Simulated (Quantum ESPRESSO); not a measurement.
# Energy of KCl along an even scaling of the cell

System: KCl (Pm-3m, 2 atoms in the cell).
Method: Kohn-Sham DFT of a periodic cell, PBEsol, GBRV 1.5 PBEsol, no spin polarisation (Quantum ESPRESSO 7.5).

The 7 runs differ only in the geometry, by an even scaling of the cell at fixed fractional positions. The structure derives from a Materials Project entry.

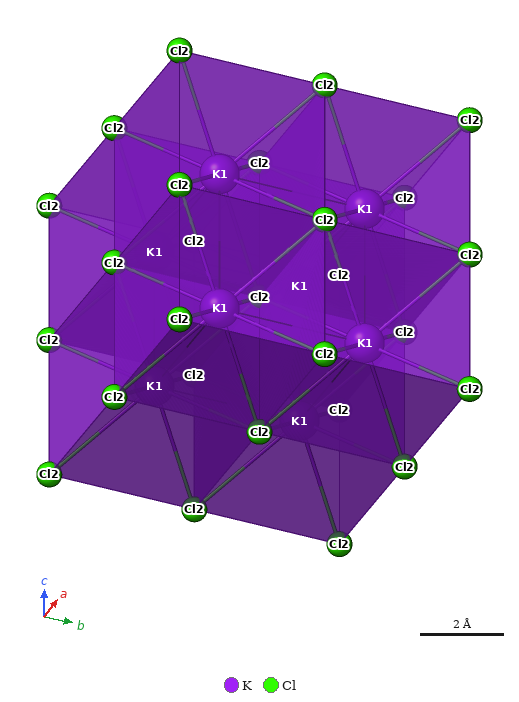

Figure 1. The structure of run 4 (polyhedral view of the cell of the calculation, seen at an oblique angle; polyhedra are completed across the faces of the cell; atoms are numbered from 1 in the order of the input).

## Input of run 4
```
&CONTROL
  calculation = 'scf'
  prefix = 'pwscf'
  outdir = './tmp'
  pseudo_dir = './pseudo'
  tstress = .true.
  disk_io = 'nowf'
/
&SYSTEM
  ibrav = 0
  nat = 2
  ntyp = 2
  ecutwfc = 45
  ecutrho = 360
  nbnd = 14
  occupations = 'smearing'
  smearing = 'fd'
  degauss = 0.00367493
/
&ELECTRONS
  conv_thr = 4d-10
  electron_maxstep = 120
  mixing_beta = 0.5
/
ATOMIC_SPECIES
K     39.0983 k_pbesol_v1.4.uspp.F.UPF
Cl    35.4500 cl_pbesol_v1.4.uspp.F.UPF
CELL_PARAMETERS angstrom
   3.8391960000    0.0000000000    0.0000000000
   0.0000000000    3.8391960000    0.0000000000
   0.0000000000    0.0000000000    3.8391960000
ATOMIC_POSITIONS crystal
K      0.0000000000    0.0000000000    0.0000000000
Cl     0.5000000000    0.5000000000    0.5000000000
K_POINTS automatic
7 7 7 0 0 0
```

Command:
```bash
OMP_NUM_THREADS=1 mpirun -n 2 pw.x -nk 2 -in pw.in > pw.out
```

Run 6 differs from it as follows:
```diff
-   3.8391960000    0.0000000000    0.0000000000
-   0.0000000000    3.8391960000    0.0000000000
-   0.0000000000    0.0000000000    3.8391960000
+   3.8897175305    0.0000000000    0.0000000000
+   0.0000000000    3.8897175305    0.0000000000
+   0.0000000000    0.0000000000    3.8897175305
```

## Results, with one run withheld

```tsv
run	volume per atom (Å³)	free energy per atom, from the lowest run given (meV)	pressure (GPa)	gap on the mesh (eV)
1	26.596	0.00	−0.60	4.90
2	27.162	2.11	−0.99	4.81
3	27.728	5.53	−1.33	4.72
4	28.294	10.10	−1.64	4.64
5	28.860	15.74	−1.91	4.57
6	29.426	?	?	?
7	29.991	29.53	−2.34	4.42
```

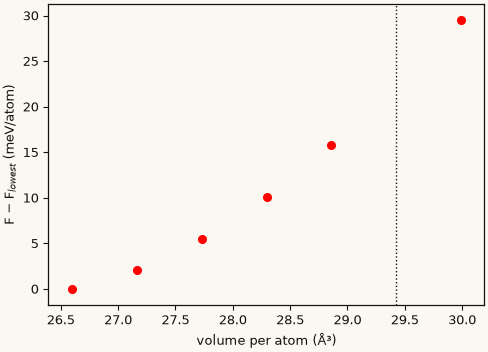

Figure 2. Free energy per atom of the runs given; the dotted line marks run 6.

Fit the runs given and predict run 6.

A cubic polynomial in V^(−2/3) (the Birch–Murnaghan form), fitted to the 6 runs given, misses them by at most 0.02 meV per atom. With x = V^(−2/3) − 0.10827 Å⁻², it reads F = 8.1676 − 3233.6 x + 2.914e+05 x² + 1.1862e+06 x³ (meV per atom). At run 6 it gives 22.24 meV per atom, and the run itself gives 22.23. The slope of the fit gives a pressure −dF/dV of −1.96 GPa there, and the run prints −2.14 GPa. The two needn't agree exactly: the fit is approximate, and the printed stress is taken on a finite basis. The fit has no minimum inside this range. The gap on the mesh goes, without turning, from 4.90 eV in run 1 to 4.42 eV in run 7; run 6 has 4.49 eV. These are gaps of this functional on this mesh, which can miss the band edges; they aren't the measured gap.

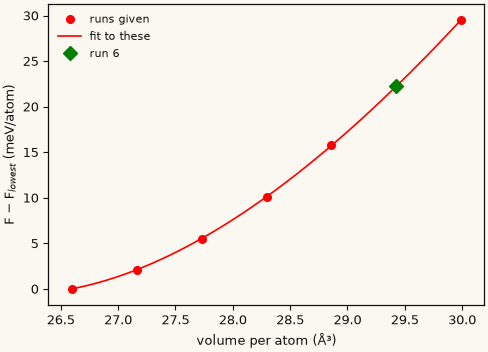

Figure 3. The fit and the withheld run.

## Some lines of the output (run 6)
```
[...]
     number of k points=    20  Fermi-Dirac smearing, width (Ry)=  0.0037
     total energy              =     -90.38252028 Ry
     total energy              =     -90.39964945 Ry
     total energy              =     -90.40033152 Ry
     total energy              =     -90.40041965 Ry
     total energy              =     -90.40042996 Ry
     total energy              =     -90.40043192 Ry
     total energy              =     -90.40043200 Ry
     total energy              =     -90.40043203 Ry
     the Fermi energy is     3.1540 ev
!    total energy              =     -90.40043203 Ry
     The total energy is F=E-TS. E is the sum of the following terms:
     Computing stress (Cartesian axis) and pressure
          total   stress  (Ry/bohr**3)                   (kbar)     P=      -21.40
```

Notes on the run: negative rho.
